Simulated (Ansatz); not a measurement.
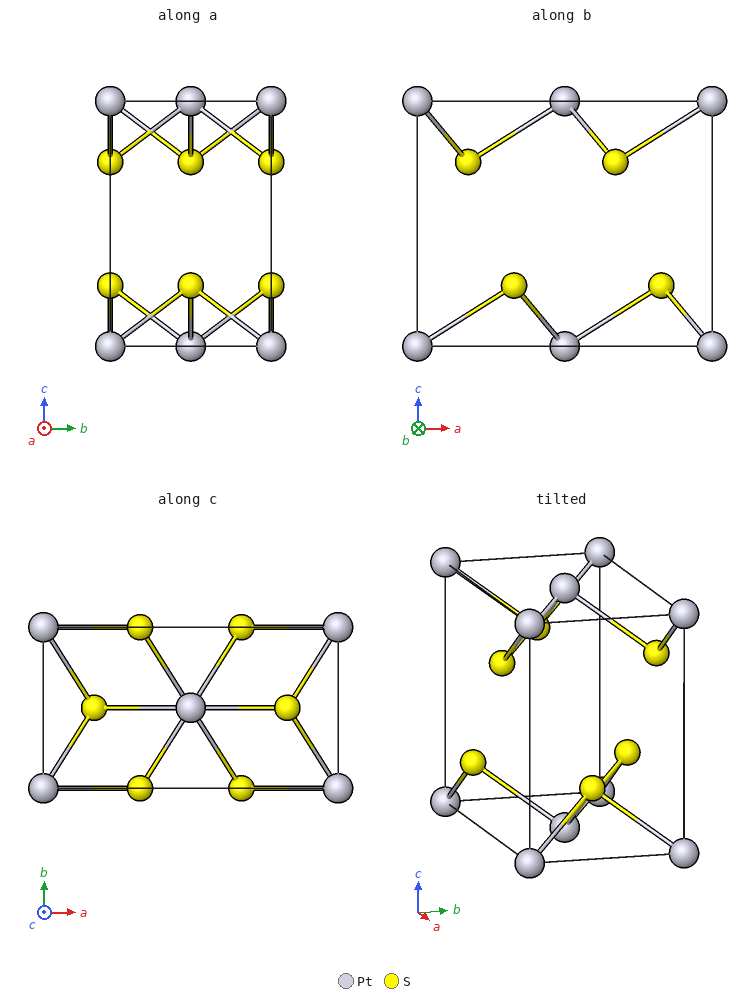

The crystal in a ball-and-stick representation, seen along the a axis, along the b axis, along the c axis and slightly off an axis. The conventional unit cell is drawn as a box.

Lattice parameters: a = 6.1534 Å, b = 3.3640 Å, c = 5.1227 Å, α = 90.000°, β = 90.000°, γ = 90.000°.

### Convert the drawing into a CIF with its space group and independent sites, with free fractional coordinates to two decimals.

```cif
data_structure
_symmetry_space_group_name_H-M 'C 2/m'
_symmetry_Int_Tables_number 12
_cell_length_a 6.1534
_cell_length_b 3.3640
_cell_length_c 5.1227
_cell_angle_alpha 90.000
_cell_angle_beta 90.000
_cell_angle_gamma 90.000
_cell_volume 106.04
loop_
_atom_site_label
_atom_site_type_symbol
_atom_site_symmetry_multiplicity
_atom_site_Wyckoff_symbol
_atom_site_fract_x
_atom_site_fract_y
_atom_site_fract_z
_atom_site_occupancy
Pt1 Pt 2 a 0.00 0.00 0.00 1
S1 S 4 i 0.33 0.00 0.25 1
```

The structure comes from a structure type filled with these elements by a generator (whether the compound takes this form wasn't checked). The cell was then strained or its atoms displaced on purpose. It went into a calculation with Ansatz.

At this level of theory the cell isn't at rest (compressed, at 5 GPa), so its distances can differ from those at equilibrium, the more so the softer the solid.
